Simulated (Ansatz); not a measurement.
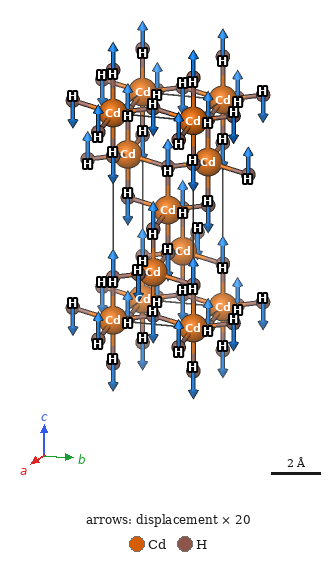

A relaxation of crystalline CdH2 (built on the anatase type). The starting structure is drawn; blue arrows show the displacements (the part carried along by the change of the cell is left out), magnified 20 times.

A ball-and-stick model of the conventional cell (2 times the calculation's cell), seen slightly off an axis. Lengths and directions refer to the drawn axes.

Computed with DFT, PBEsol, plane waves, PAW in Ansatz. Set-up: plane-wave cutoff 420 eV; k-point mesh 8 × 8 × 8; occupations fermi dirac; smearing width 0.03 eV; no spin polarisation; cell and atoms relaxed; force threshold 0.01 eV/Å; at most 120 steps.

### Atoms of which element are displaced furthest, and by how much?

Hydrogen: up to 0.061 Å, against 0.000 Å for cadmium.

### What happened in the run?

The energy falls by 301 meV per atom in 14 accepted moves (17 points after the start). The largest force component goes from 1.1 to under 0.0001 eV/Å. The pressure goes from 33.01 to 0.00 GPa. At 3 points the geometry stayed and the basis and grid were re-selected for the new cell (energy shift of 6.7 meV per atom at most each time). The largest moves relative to the cell, 0.061 Å, are those of H atoms. Cd stays in place. The drawn cell changes as follows: a = b 3.537 → 3.724 Å (+5.3 %), c 8.879 → 11.205 Å (+26.2 %); the volume changes by +39.8 %. Near-neighbour distances that change, for instance: Cd–H 1.847 → 2.392 Å, Cd–Cd 2.838 → 3.363 Å, Cd–H 1.808 → 1.906 Å. The space group stays I4_1/amd (No. 141).
